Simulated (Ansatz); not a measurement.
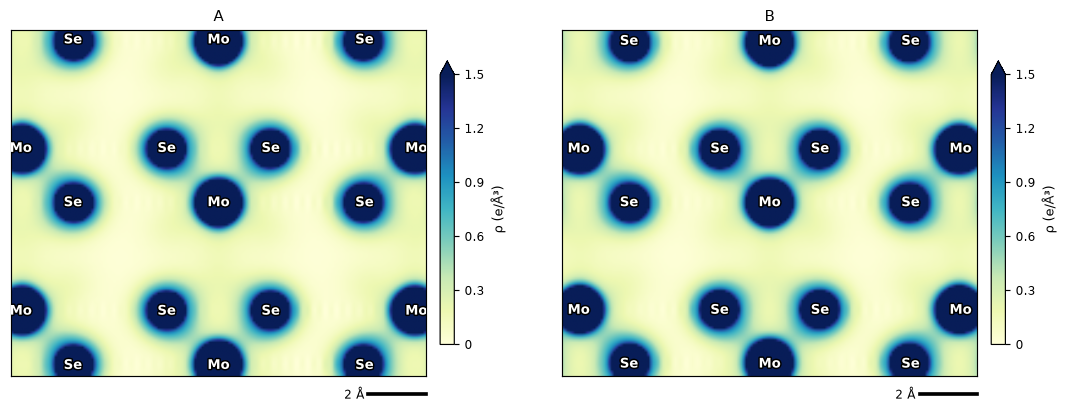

MoSe$_{2}$. The valence charge density (pseudo) of two cells that differ in size and shape, on the (110) plane of each (indices in the axes of the calculation cell), at one length scale and on one colour scale; one has 19.7 and the other 20.8 Å³ an atom.

The calculation used DFT PBE+D3(BJ), scalar-relativistic, plane waves, PAW (Ansatz 0.2.0).

Core electrons are frozen (PAW), and the valence fields are smoothed inside the atomic spheres.

The larger cell:

```cif
data_structure
_symmetry_space_group_name_H-M 'P 1'
_symmetry_Int_Tables_number 1
_cell_length_a 3.2460
_cell_length_b 3.2460
_cell_length_c 13.6642
_cell_angle_alpha 90.000
_cell_angle_beta 90.000
_cell_angle_gamma 120.000
_cell_volume 124.69
loop_
_atom_site_label
_atom_site_type_symbol
_atom_site_fract_x
_atom_site_fract_y
_atom_site_fract_z
_atom_site_occupancy
Mo1 Mo 0.33333 0.66667 0.25000 1
Mo2 Mo 0.66667 0.33333 0.75000 1
Se1 Se 0.33333 0.66667 0.61850 1
Se2 Se 0.66667 0.33333 0.11850 1
Se3 Se 0.33333 0.66667 0.88150 1
Se4 Se 0.66667 0.33333 0.38150 1
```

The smaller cell: a = 3.219 Å, b = 3.219 Å, c = 13.192 Å, α = 90.00°, β = 90.00°, γ = 120.00°.

Which panel shows the smaller cell, and what does the compression change?

Panel B is the smaller cell, by 5 % in volume. From the larger cell to the smaller, Mo–Se goes from 2.60 to 2.54 Å, and the density at its midpoint from 0.47 to 0.52 e/Å³; the pressure goes from −7 to −0.8 GPa; the Kohn–Sham gap goes from 0.73 eV to 0.86 eV.

PAW datasets: the set soft_1.
